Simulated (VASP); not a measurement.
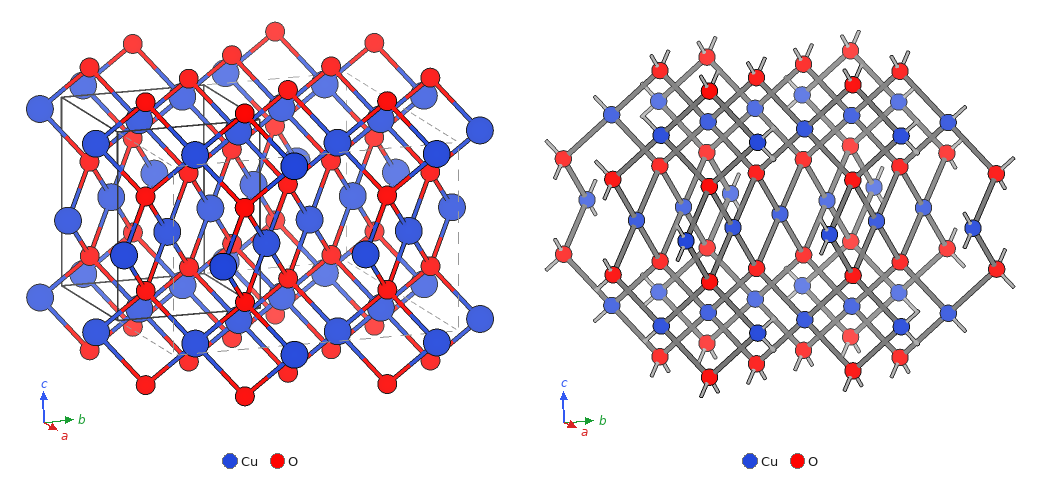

Left: the structure. Right: its underlying net. Nodes are coloured by element. Short stubs are edges that leave the cut-out.

System CuO; source of the atomic positions: the end point of a relaxation with VASP, VASP Kohn-Sham DFT of a periodic cell, PBE, VASP PAW PBE potentials, recommended.

Bonds are taken as Cu–O below 2.2 Å. Simplification: prune 0- and 1-connected atoms, fold 2-connected ones into links.

The result is a binodal (4,4)-connected, three-periodic net: O is a 4-connected node; Cu is a 4-connected node, in the ratio 1:1. It is the pts net, known from cooperite, PtS. It is a single net, without interpenetration.

| node | links | point symbol | coordination sequence |
| --- | --- | --- | --- |
| O | 4 | 4^2.8^4 | 4 10 24 42 64 90 |
| Cu | 4 | 4^2.8^4 | 4 10 24 42 64 92 |
